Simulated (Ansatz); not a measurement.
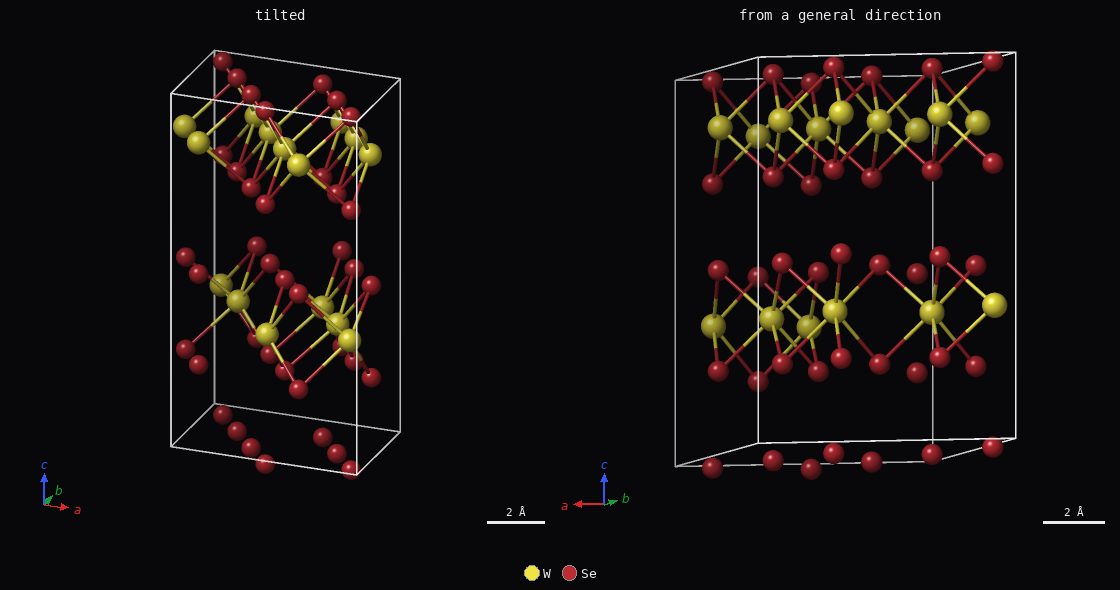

Drawn in the ball-and-stick manner and seen slightly off an axis and from a general direction. The parallelepiped is the supercell. The host is WSe$_{2}$, in a cell of 42 sites, and the cell carries a charge of -2.

What defect is present?

Answer. A tungsten vacancy. Around the empty site lie six Se at about 2.5 Å.

Electronic-structure method: DFT PBE+D3(BJ), scalar-relativistic, plane waves, PAW (Ansatz). Parameters: a basis cut at 420 eV, a 2×2×2 k-point grid, Gaussian smearing of 0.01 eV, collinear spins.

Is a magnetic moment found?

Answer. Yes, 0.5 μB in the cell.

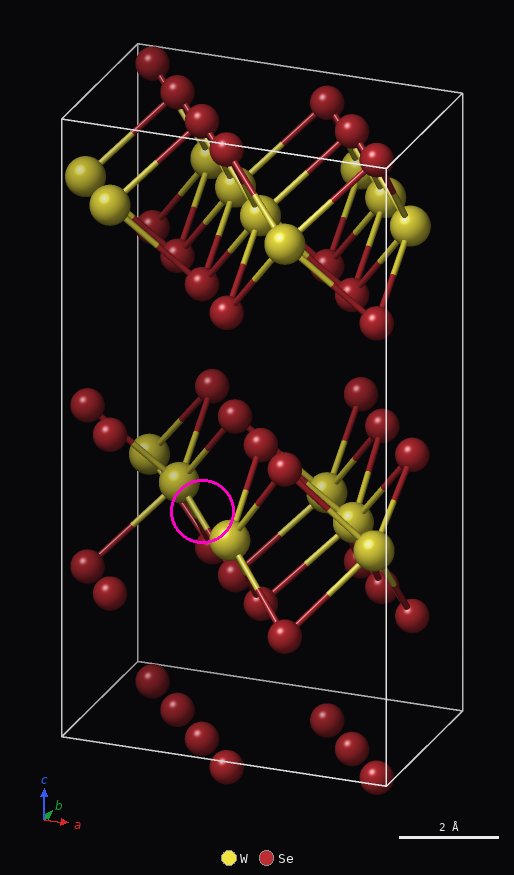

The same cell with a ring at the defect's site.

The atoms were relaxed in the host's cell with Ansatz, DFT PBE+D3(BJ), scalar-relativistic, plane waves, PAW.
